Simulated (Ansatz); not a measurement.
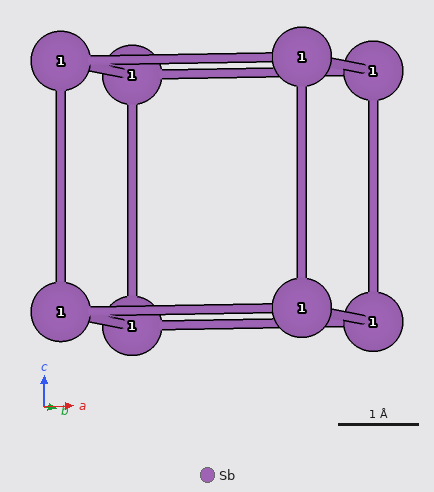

**Figure 1.** The input geometry (ball-and-stick view of the cell of the calculation, seen at an oblique angle; atoms are numbered from 1 in the order of the input).

Run report: Sb, geometry relaxation

- system: Sb (1 atom in the cell)
- method: DFT, PBE, paw_fr, spin-orbit coupling (Ansatz 0.2.0)

The structure derives from an entry of the Crystallography Open Database. Figures and captions count atoms from 1; the log counts them from 0 in places.

### The input
```yaml
crystal:
  lattice:
    - [3.16, 0.0, 0.0]
    - [0.0, 3.16, 0.0]
    - [0.0, 0.0, 3.16]
  atoms:
    - { symbol: Sb, position: [0.0, 0.0, 0.0] }
basis:
  ecutwfc: 420
kpoints:
  mp_grid: { grid: [14, 14, 14] }
hamiltonian:
  xc: pbe
  pseudopotentials: { kind: paw_fr }
scf:
  occupations: { method: tetrahedron_uncorrected }
output:
  forces: true
  eigenvalues: true
  stress: true
relax:
  adjacent_minimum: "off"
  f_tol: 0.005
  max_steps: 80
  cell: { stress_tol: 0.05 }
magnetization:
  noncollinear: true
  spin_orbit: true
```

Run on 4 threads of an x86-64 CPU, shared host.

Run as:
```bash
ansatz run input.yaml --threads 4 --pin off --max-ram 9216MiB --backend cpu --events-out ev --progress --plain --runs-dir out
```

### Log
```
Warning: relax: with tetrahedron occupations the Hellmann–Feynman forces and the energy need not agree along the walk (scf.occupations.method in the input reference, under Limitations); prefer a smearing scheme for the relaxation and re-run the relaxed geometry with tetrahedron occupations for the final energies/DOS
Engine: ansatz 0.2.0, x86_64-unknown-linux-gnu
Pseudopotentials: kind: paw_fr
Pseudopotential: Sb, paw_fr, valence charge 15, recommended cutoff 420 eV (normal), Sb.paw.azcp#standard-fr
Functional definition: PBE
  parameter kappa = 0.804
  parameter beta = 0.06672455060314922
  exchange = pbe_x(kappa = kappa, mu = beta*pi^2/3)
  correlation = pbe_c(beta = beta)
non-collinear run that drives no moment, with spin-orbit: no starting moment large enough to seed its density (crystal.atoms[].spin), no starting occupations that ask for one, no magnetisation constraint and no magnetic field, so the semilocal B_xc is pinned to zero
Crystal: 1 atoms, lattice volume = 31.554 Å³
Basis set: ecut = 420 eV, 619 PW (Γ), exchange–correlation on 48×48×48 points (8 copies of the dense FFT grid, shifted against one another)
Bands: 24, of which v1, the nominal top of the filled ones, is band 15 counted from 1 (14 counted from 0)
Symmetry: 48 space group operations + 48 with time reversal
Magnetic group: BNS 221.93 (UNI 1595), of the structure as read, at distance tolerance 3.2e-5 Å
k-points: 120 of 2744
Projection manifold: j_resolved (fully-relativistic pseudo-atomic orbitals)
Non-local potential: Sb, projectors of the file, l = 0: 2, l = 1: 4, l = 2: 4, l = 3: 4
PAW form: soft (Blöchl's): semilocal exchange-correlation on the pseudo side does not see the compensation charge
PAW one-centre angular grid: Sb, 590 points (default); XC on 96 Gauss nodes
Initial density: superposition of atomic densities (chi_scale 0.1, normalization cell)
Initial wavefunctions: pseudopotential atomic-orbital guess
Functional: x = pbe(κ = 0.804, μ = 0.2195149727645171), c = pbe(β = 0.06672455060314922)
SCF iter   1: F=—  HF=-6486.761308 eV  |F-HF|=—  |Δ(HF+E_count)|=         —  Δρ=1.07e-2  dr2=2.81e-2  dr2_m=0.00e0 (ungated)  ethr=3.10e-3  |M|=0.00e0 ∫|m|=0.00e0 μB  |m|>n=0.0e0 m-floor=0.0e0 τ_xc=0.0e0  β_m=0.30  ⟨swp⟩=9.7  Hψ=9578  notcnv=0
preconditioner: auto → none  [metal: no gap  n_scr=6 (ndim 8)  ℏωp=14.8 eV  f_vac=0.000  sad-step TF]
SCF iter   2: F=—  HF=-6486.762761 eV  |F-HF|=—  |Δ(HF+E_count)|=   1.45e-3  Δρ=8.66e-3  dr2=1.91e-2  dr2_m=0.00e0 (ungated)  ethr=1.87e-4  |M|=0.00e0 ∫|m|=0.00e0 μB  |m|>n=0.0e0 m-floor=0.0e0 τ_xc=0.0e0  β_m=0.50  ⟨swp⟩=1.6  Hψ=2015  notcnv=0  defer=302
SCF iter   3: F=—  HF=-6486.766871 eV  |F-HF|=—  |Δ(HF+E_count)|=   4.11e-3  Δρ=2.87e-3  dr2=2.28e-3  dr2_m=0.00e0 (ungated)  ethr=1.27e-4  |M|=0.00e0 ∫|m|=0.00e0 μB  |m|>n=0.0e0 m-floor=0.0e0 τ_xc=0.0e0  β_m=0.49  ⟨swp⟩=2.6  Hψ=2382  notcnv=0  defer=350
SCF iter   4: F=—  HF=-6486.766997 eV  |F-HF|=—  |Δ(HF+E_count)|=   1.27e-4  Δρ=1.57e-3  dr2=9.83e-4  dr2_m=0.00e0 (ungated)  ethr=1.52e-5  |M|=0.00e0 ∫|m|=0.00e0 μB  |m|>n=0.0e0 m-floor=0.0e0 τ_xc=0.0e0  β_m=0.74  ⟨swp⟩=1.8  Hψ=1365  notcnv=0  defer=432
SCF iter   5: F=—  HF=-6486.766538 eV  |F-HF|=—  |Δ(HF+E_count)|=   4.59e-4  Δρ=6.26e-4  dr2=1.34e-4  dr2_m=0.00e0 (ungated)  ethr=6.56e-6  |M|=0.00e0 ∫|m|=0.00e0 μB  |m|>n=0.0e0 m-floor=0.0e0 τ_xc=0.0e0  β_m=0.83  ⟨swp⟩=3.0  Hψ=2713  notcnv=0  defer=432
SCF iter   6: F=—  HF=-6486.766474 eV  |F-HF|=—  |Δ(HF+E_count)|=   6.39e-5  Δρ=1.82e-4  dr2=1.06e-5  dr2_m=0.00e0 (ungated)  ethr=8.96e-7  |M|=0.00e0 ∫|m|=0.00e0 μB  |m|>n=0.0e0 m-floor=0.0e0 τ_xc=0.0e0  β_m=0.88  ⟨swp⟩=2.1  Hψ=2415  notcnv=0  defer=432
SCF iter   7: F=—  HF=-6486.766467 eV  |F-HF|=—  |Δ(HF+E_count)|=   7.22e-6  Δρ=8.07e-6  dr2=1.34e-8  dr2_m=0.00e0 (ungated)  ethr=6.67e-10  |M|=0.00e0 ∫|m|=0.00e0 μB  |m|>n=0.0e0 m-floor=0.0e0 τ_xc=0.0e0  β_m=0.94  ⟨swp⟩=3.4  Hψ=6016  notcnv=0
SCF iter   8: F=-6486.766467 eV  HF=-6486.766467 eV  |F-HF|=7.82e-11  |Δ(HF+E_count)|=   2.58e-9  Δρ=4.00e-7  dr2=6.23e-11  dr2_m=0.00e0 (ungated)  ethr=8.90e-11  |M|=0.00e0 ∫|m|=0.00e0 μB  |m|>n=0.0e0 m-floor=0.0e0 τ_xc=0.0e0  ⟨swp⟩=2.0  Hψ=4828  notcnv=0
SCF 1 converged in 8 iterations: F = -6486.766467 eV  dr2 = 6.23e-11
  greatest PAW one-centre occupation: 0.995 electrons in one spin orbital (limit 2), on the Sb atom at site 0 (counted from 0), in its partial waves of l = 2
relax step   1: F+E_penalty+E_count = -6486.76646685 eV  Δ(F+E_penalty+E_count) = +0.000e0 eV  max|allowed force component| = 0.000e0 eV/Å  Δτ_max = 0.0000 Å  P = -1.971 GPa  Ω = 31.554 Å³  (8 SCF iters, dr2 threshold 1.00e-7 eV, accepted)
Crystal: 1 atoms, lattice volume = 29.933 Å³
Basis set: ecut = 420 eV, 587 PW (Γ), exchange–correlation on 48×48×48 points (8 copies of the dense FFT grid, shifted against one another)
Projection manifold: j_resolved (fully-relativistic pseudo-atomic orbitals)
Initial density: handed on by an earlier stage of this run
Initial wavefunctions: those handed on with the density
iter 1 solved again at ethr=2.71e-6 eV; its pass at ethr=3.10e-3 eV (dr2=4.06e-4 eV) is discarded
SCF iter   1: F=—  HF=-6486.774190 eV  |F-HF|=—  |Δ(HF+E_count)|=         —  Δρ=1.06e-3  dr2=3.81e-4  dr2_m=0.00e0 (ungated)  ethr=2.71e-6  |M|=0.00e0 ∫|m|=0.00e0 μB  |m|>n=0.0e0 m-floor=0.0e0 τ_xc=0.0e0  β_m=0.30  ⟨swp⟩=4.0  Hψ=9786  notcnv=0
preconditioner: auto → none  [metal: no gap  n_scr=6 (ndim 8)  ℏωp=15.2 eV  f_vac=0.001]
SCF iter   2: F=—  HF=-6486.774226 eV  |F-HF|=—  |Δ(HF+E_count)|=   3.65e-5  Δρ=7.41e-4  dr2=1.82e-4  dr2_m=0.00e0 (ungated)  ethr=2.54e-6  |M|=0.00e0 ∫|m|=0.00e0 μB  |m|>n=0.0e0 m-floor=0.0e0 τ_xc=0.0e0  β_m=0.64  ⟨swp⟩=1.5  Hψ=1519  notcnv=0
SCF iter   3: F=—  HF=-6486.774275 eV  |F-HF|=—  |Δ(HF+E_count)|=   4.88e-5  Δρ=5.94e-5  dr2=4.98e-7  dr2_m=0.00e0 (ungated)  ethr=1.21e-6  |M|=0.00e0 ∫|m|=0.00e0 μB  |m|>n=0.0e0 m-floor=0.0e0 τ_xc=0.0e0  β_m=0.63  ⟨swp⟩=2.3  Hψ=2125  notcnv=0
SCF iter   4: F=—  HF=-6486.774274 eV  |F-HF|=—  |Δ(HF+E_count)|=   5.26e-7  Δρ=1.78e-5  dr2=5.46e-8  dr2_m=0.00e0 (ungated)  ethr=6.67e-10  |M|=0.00e0 ∫|m|=0.00e0 μB  |m|>n=0.0e0 m-floor=0.0e0 τ_xc=0.0e0  β_m=0.79  ⟨swp⟩=4.8  Hψ=4526  notcnv=0
SCF iter   5: F=-6486.774274 eV  HF=-6486.774274 eV  |F-HF|=1.53e-9  |Δ(HF+E_count)|=   3.31e-8  Δρ=2.01e-6  dr2=1.84e-9  dr2_m=0.00e0 (ungated)  ethr=3.64e-10  |M|=0.00e0 ∫|m|=0.00e0 μB  |m|>n=0.0e0 m-floor=0.0e0 τ_xc=0.0e0  ⟨swp⟩=2.2  Hψ=6134  notcnv=0
SCF 2 converged in 5 iterations: F = -6486.774274 eV  dr2 = 1.84e-9
relax step   2: F+E_penalty+E_count = -6486.77427439 eV  Δ(F+E_penalty+E_count) = -7.808e-3 eV  max|allowed force component| = 0.000e0 eV/Å  Δτ_max = 0.0000 Å  P = +0.624 GPa  Ω = 29.933 Å³  energy of the carried Pulay correction = +3.208e-4 eV  (5 SCF iters, dr2 threshold 1.00e-7 eV, accepted)
Crystal: 1 atoms, lattice volume = 30.307 Å³
Projection manifold: j_resolved (fully-relativistic pseudo-atomic orbitals)
iter 1 solved again at ethr=3.99e-7 eV; its pass at ethr=3.10e-3 eV (dr2=5.99e-5 eV) is discarded
SCF iter   1: F=—  HF=-6486.774858 eV  |F-HF|=—  |Δ(HF+E_count)|=         —  Δρ=2.58e-4  dr2=2.25e-5  dr2_m=0.00e0 (ungated)  ethr=3.99e-7  |M|=0.00e0 ∫|m|=0.00e0 μB  |m|>n=0.0e0 m-floor=0.0e0 τ_xc=0.0e0  β_m=0.30  ⟨swp⟩=4.7  Hψ=9788  notcnv=0
preconditioner: auto → none  [metal: no gap  n_scr=6 (ndim 8)  ℏωp=15.1 eV  f_vac=0.004]
SCF iter   2: F=—  HF=-6486.774861 eV  |F-HF|=—  |Δ(HF+E_count)|=   2.70e-6  Δρ=1.81e-4  dr2=1.09e-5  dr2_m=0.00e0 (ungated)  ethr=1.50e-7  |M|=0.00e0 ∫|m|=0.00e0 μB  |m|>n=0.0e0 m-floor=0.0e0 τ_xc=0.0e0  β_m=0.64  ⟨swp⟩=1.9  Hψ=1672  notcnv=0
SCF iter   3: F=-6486.774864 eV  HF=-6486.774864 eV  |F-HF|=1.44e-8  |Δ(HF+E_count)|=   3.39e-6  Δρ=1.41e-5  dr2=2.50e-8  dr2_m=0.00e0 (ungated)  ethr=6.67e-10  |M|=0.00e0 ∫|m|=0.00e0 μB  |m|>n=0.0e0 m-floor=0.0e0 τ_xc=0.0e0  ⟨swp⟩=3.7  Hψ=6046  notcnv=0
SCF 3 converged in 3 iterations: F = -6486.774864 eV  dr2 = 2.50e-8
relax step   3: F+E_penalty+E_count = -6486.77486391 eV  Δ(F+E_penalty+E_count) = -5.895e-4 eV  max|allowed force component| = 0.000e0 eV/Å  Δτ_max = 0.0000 Å  P = -0.047 GPa  Ω = 30.307 Å³  energy of the carried Pulay correction = +2.452e-4 eV  (3 SCF iters, dr2 threshold 1.00e-7 eV, accepted)
Projection manifold: j_resolved (fully-relativistic pseudo-atomic orbitals)
Initial wavefunctions: pseudopotential atomic-orbital guess (no wavefunctions were taken with the density)
iter 1 solved again at ethr=1.18e-6 eV; its pass at ethr=3.10e-3 eV (dr2=1.77e-4 eV) is discarded
SCF iter   1: F=—  HF=-6486.774597 eV  |F-HF|=—  |Δ(HF+E_count)|=         —  Δρ=3.56e-5  dr2=4.38e-8  dr2_m=0.00e0 (ungated)  ethr=1.18e-6  |M|=0.00e0 ∫|m|=0.00e0 μB  |m|>n=0.0e0 m-floor=0.0e0 τ_xc=0.0e0  β_m=0.30  ⟨swp⟩=4.2  Hψ=13778  notcnv=0
eigensolver tolerance schedule: the retry pair's looser diagonalisation over-reported the residual by 4044.93 of it (diagonalisation noise at an unbounded share of the residual, at the tolerance the schedule requests for it); recorded, not acted on — ethr = c·dr2/N_el stays at c = 1.0e-1
preconditioner: auto → none  [metal: no gap  n_scr=6 (ndim 8)  ℏωp=15.1 eV  f_vac=0.002]
SCF iter   2: F=—  HF=-6486.774599 eV  |F-HF|=—  |Δ(HF+E_count)|=   1.02e-6  Δρ=2.50e-5  dr2=2.21e-8  dr2_m=0.00e0 (ungated)  ethr=2.92e-10  |M|=0.00e0 ∫|m|=0.00e0 μB  |m|>n=0.0e0 m-floor=0.0e0 τ_xc=0.0e0  β_m=0.65  ⟨swp⟩=3.6  Hψ=3518  notcnv=0
SCF iter   3: F=—  HF=-6486.774599 eV  |F-HF|=—  |Δ(HF+E_count)|=   1.27e-7  Δρ=7.83e-7  dr2=1.43e-10  dr2_m=0.00e0 (ungated)  ethr=1.47e-10  |M|=0.00e0 ∫|m|=0.00e0 μB  |m|>n=0.0e0 m-floor=0.0e0 τ_xc=0.0e0  β_m=0.68  ⟨swp⟩=4.1  Hψ=3380  notcnv=0
SCF iter   4: F=—  HF=-6486.774599 eV  |F-HF|=—  |Δ(HF+E_count)|=  1.64e-11  Δρ=3.58e-7  dr2=1.65e-11  dr2_m=0.00e0 (ungated)  ethr=1.00e-12  |M|=0.00e0 ∫|m|=0.00e0 μB  |m|>n=0.0e0 m-floor=0.0e0 τ_xc=0.0e0  β_m=0.73  ⟨swp⟩=5.8  Hψ=5546  notcnv=0
SCF iter   5: F=-6486.774599 eV  HF=-6486.774599 eV  |F-HF|=0.00e0  |Δ(HF+E_count)|=  5.46e-12  Δρ=8.96e-8  dr2=1.10e-12  dr2_m=0.00e0 (ungated)  ethr=1.00e-12  |M|=0.00e0 ∫|m|=0.00e0 μB  |m|>n=0.0e0 m-floor=0.0e0 τ_xc=0.0e0  ⟨swp⟩=5.0  Hψ=4979  notcnv=0
SCF 4 converged in 5 iterations: F = -6486.774599 eV  dr2 = 1.10e-12
relax step   4: F+E_penalty+E_count = -6486.77459865 eV  Δ(F+E_penalty+E_count) = +2.653e-4 eV  max|allowed force component| = 0.000e0 eV/Å  Δτ_max = 0.0000 Å  P = -0.043 GPa  Ω = 30.307 Å³  stress off target by 4.34e-2 GPa  SCF on the basis re-selected at this cell (its energy is not comparable with the rows above)  (5 SCF iters)
```

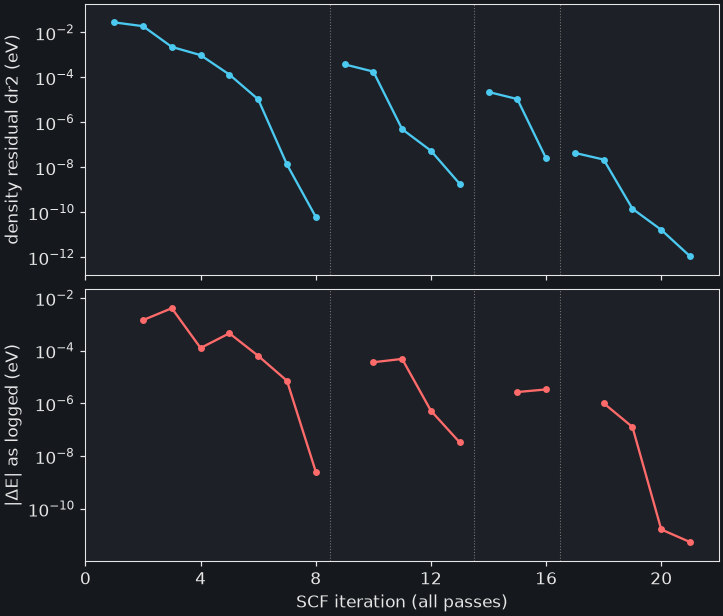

**Figure 2.** Convergence of the self-consistent field: density residual dr2 and size of the energy change against the SCF iteration. The dotted lines part the SCF passes of the relaxation: geometry steps, rejected trials and re-solves on a re-selected basis. The passes take 8, 5, 3 and 5 iterations.

```
basis re-selected at this cell: Δ(F+E_penalty+E_count) = +2.653e-4 eV, ΔP = +0.004 GPa vs the last step (what re-selecting the basis moved, of the pressure what is left beyond the Pulay correction that the steps carried, after the strain that the cell walked since its last selection, with what the two solves' SCF thresholds leave and, on support functions, any second-order correction that the steps lacked; it is no measure of the basis error at this ecutwfc). This SCF's stress stands 4.34e-2 GPa from its target on what of the cell is left free (relax.cell.stress_tol is 5.00e-2 GPa) and its largest allowed force component is 0.00e0 eV/Å (relax.f_tol is 5.00e-3 eV/Å): within both
SCF converged after 5 iterations
Magnetization: |M| = 0.0000 μB,  M = (+0.0000, +0.0000, +0.0000) μB
Absolute magnetization: 0.0000 μB (∫|m|)
  site 0: m = (+0.0000, +0.0000, +0.0000) μB, |m| = 0.0000 μB  (R = 1.29 Å)
Free energy (F): -6486.774599 eV
Harris-Foulkes:  -6486.774599 eV  (|F-HF|=0.00e0)
Internal energy: -6486.774599 eV  (E = F + TS)
E sigma→0 (E₀):  -6486.774599 eV
Fermi energy:    9.728895 eV
--- Per-component energies (eV) ---
  E_band       = -169.670330
  E_kinetic    = 206.588319
  E_local      = -1582.431380  (includes V_loc(G=0)·N_el)
  E_nonlocal   = 362.509824
  E_hartree    = 717.049280
  E_xc         = -138.379113
  E_vxc        = -96.052980  (∫ρ·V_xc dr)
  E_paw        = -4577.894926  (= ΣΔE_a)
  E_vpaw       = -494.382685  (= ΣTr[D̂ρ^β])
  E_aug_tail   = -0.000002  (compensation charges beyond the density's cutoff)
  E_ewald      = -1474.216602
  E_smearing   = -0.000000  (= −TS)
  E_closure    = 0.000000  (closes the sum)
  Σ components = -6486.774599   (vs F -6486.774599, Δ=0.00e0)
--- Forces (eV/Å), atoms counted from 1 ---
  atom   1  Sb    -0.00000000    -0.00000000     0.00000000
  max |Σ_I F_I| component: 9.20e-31 eV/Å
--- Stress (GPa, compression-positive) ---
       -0.043351      -0.000000       0.000000
       -0.000000      -0.043351       0.000000
        0.000000       0.000000      -0.043351
  P = ⅓ Tr σ = -0.0434 GPa (-0.434 kbar)
--- Band table (eV; the first three rows and the last of 120) ---
  k-point 0: bands = ["-20.0444", "-20.0444", "-20.0444", "-20.0444", "-18.8301", "-18.8301", "-18.8301", "-18.8301", "-18.7308", "-18.7308", "-2.5188", "-2.5188", "12.3348", "12.3348", "13.2527", "13.2527", "13.2527", "13.2527", "16.8367", "16.8367", "16.8367", "16.8367", "17.9092", "17.9092"]
  k-point 1: bands = ["-20.0446", "-20.0446", "-20.0423", "-20.0423", "-18.8302", "-18.8302", "-18.8269", "-18.8269", "-18.7322", "-18.7322", "-2.4460", "-2.4460", "11.8467", "11.8467", "12.8840", "12.8840", "13.3259", "13.3259", "16.8984", "16.8984", "17.3749", "17.3749", "18.4892", "18.4892"]
  k-point 2: bands = ["-20.0450", "-20.0450", "-20.0363", "-20.0363", "-18.8306", "-18.8306", "-18.8179", "-18.8179", "-18.7361", "-18.7361", "-2.2296", "-2.2296", "10.2950", "10.2950", "12.9532", "12.9532", "13.5401", "13.5401", "17.0831", "17.0831", "17.7424", "17.7424", "20.3749", "20.3749"]
  k-point 119: bands = ["-20.0044", "-20.0044", "-20.0044", "-20.0044", "-18.8244", "-18.8244", "-18.7186", "-18.7186", "-18.7186", "-18.7186", "5.1282", "5.1282", "7.6337", "7.6337", "8.3960", "8.3960", "8.3960", "8.3960", "14.6317", "14.6317", "14.6317", "14.6317", "14.6909", "14.6909"]
--- Relaxed structure (3 steps of the walk, 3 accepted, 1 SCFs on fresh bases) ---
  F+E_penalty+E_count = -6486.77459865 eV   max|allowed force component| = 0.000e0 eV/Å   (the final SCF, on the basis selected at the relaxed cell)
  cell:  # Å, volume = 30.3071 Å³
    - [3.1177974457611897, -1.3040150665121908e-34, -6.419766481290785e-34]
    - [-1.3040150665121908e-34, 3.1177974457611897, 0.0]
    - [-6.419766481290785e-34, 0.0, 3.1177974457611897]
  atoms:
    - { symbol: Sb, position: [0.0, 0.0, 0.0] }
```

### Trajectory as extended XYZ (Å, eV, eV/Å), 4 frames, from step=1 to step=4
```
1
Lattice="3.1600 0.0000 0.0000 0.0000 3.1600 0.0000 0.0000 0.0000 3.1600" Properties=species:S:1:pos:R:3:forces:R:3 step=1 energy=-6486.76647 pressure_GPa=-1.97
Sb    0.0000    0.0000    0.0000    0.0000   0.0000   0.0000
1
Lattice="3.1049 0.0000 0.0000 0.0000 3.1049 0.0000 0.0000 0.0000 3.1049" Properties=species:S:1:pos:R:3:forces:R:3 step=2 energy=-6486.77427 pressure_GPa=0.62
Sb    0.0000    0.0000    0.0000    0.0000   0.0000   0.0000
1
Lattice="3.1178 0.0000 0.0000 0.0000 3.1178 0.0000 0.0000 0.0000 3.1178" Properties=species:S:1:pos:R:3:forces:R:3 step=3 energy=-6486.77486 pressure_GPa=-0.05
Sb    0.0000    0.0000    0.0000    0.0000   0.0000   0.0000
1
Lattice="3.1178 0.0000 0.0000 0.0000 3.1178 0.0000 0.0000 0.0000 3.1178" Properties=species:S:1:pos:R:3:forces:R:3 step=4 energy=-6486.77460 pressure_GPa=-0.04
Sb    0.0000    0.0000    0.0000    0.0000   0.0000   0.0000
```

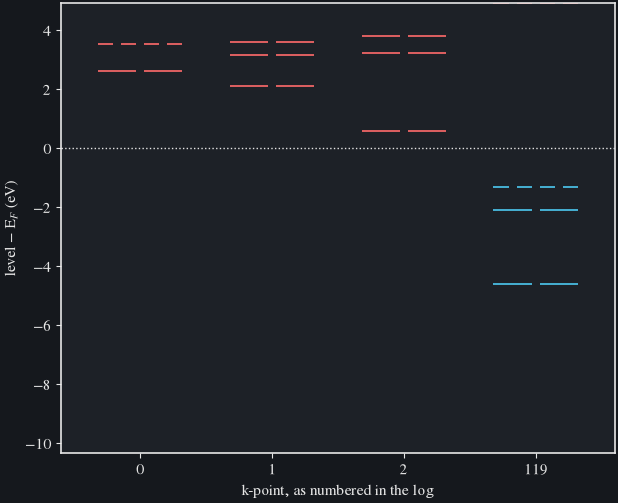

**Figure 3.** Kohn–Sham levels near the Fermi level (dotted) at the few k-points that the log prints; levels within 0.02 eV of each other stand side by side. The system is metallic on the full mesh.

### Summary

```tsv
quantity	value
outcome	converged
space group (tolerance 0.01 Å)	Pm-3m (221)
electrons treated	15
free energy	−6486.7746 eV
Fermi energy	9.729 eV
gap on the k-point mesh	none (metallic)
net moment of the cell	0.00 μB
integrated absolute moment	0.00 μB
pressure	−0.04 GPa
final volume	30.31 Å³
largest force (length of the vector) at the end	under 0.001 eV/Å
final cell	a = 3.118 Å, b = 3.118 Å, c = 3.118 Å, α = 90.00°, β = 90.00°, γ = 90.00°
wall time	11 s (CPU time 36 s)
peak memory	0.57 GiB
```

### Notes

Settings chosen away from the usual ones: scf.occupations.width removed; scf.occupations.method set to tetrahedron_uncorrected (from gaussian); hamiltonian.pseudopotentials set to {"kind": "paw_fr"}; magnetization set to {"noncollinear": true, "spin_orbit": true}.
